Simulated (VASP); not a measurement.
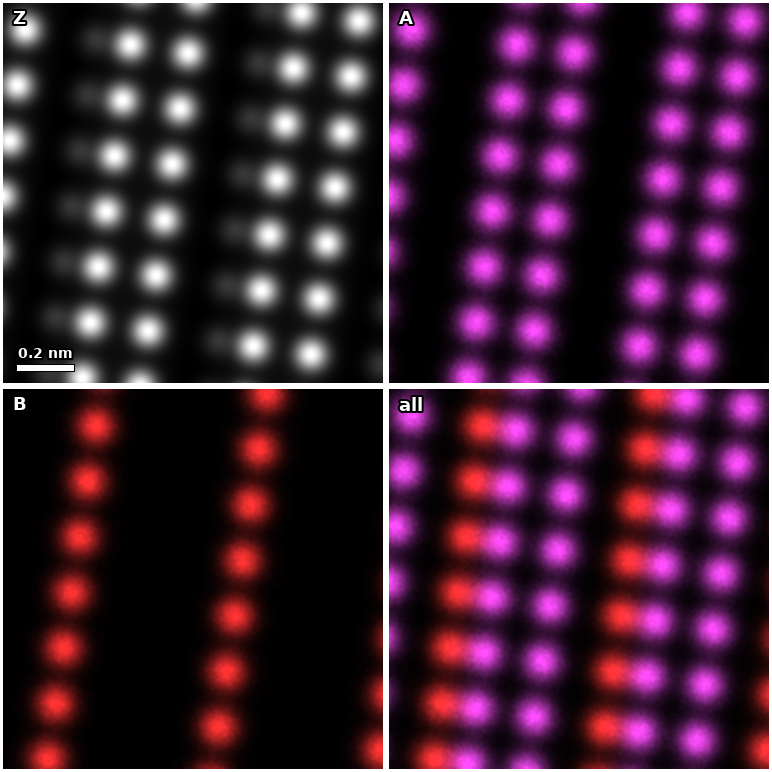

Cd₂S (P3m1, No. 156) along [210]. Panel Z: Simulated incoherent Z contrast: every atom adds Z^1.8 spread by a probe of 0.85 Å full width; channelling and multiple scattering are left out. The probe carries 15 % of its weight in a tail 2.5 times as wide. The display is stretched by a gamma of 0.8; percentages refer to the linear signal. The other panels are simulated element maps (the number of atoms of one element along the beam, blurred by 1.1 Å, with counting noise; each on its own scale, no channelling); the last overlays them. Structure used: a cell listed in the Materials Project, as set up for an electronic-structure calculation.

```
CELL_PARAMETERS angstrom
3.96267 0.00000 0.00000
-1.98134 3.43177 0.00000
0.00000 0.00000 5.80919
ATOMIC_POSITIONS crystal
Cd 0.33333 0.66667 0.93272
Cd 0.66667 0.33333 0.57873
S 0.33333 0.66667 0.36570
```

**Which element does each lettered map show?**

A: Cd, B: S. The projected cell (1.98 × 5.81 Å, 90°) holds 3 columns: 2 of Cd and 1 of S. No column is shared by two of the mapped elements.
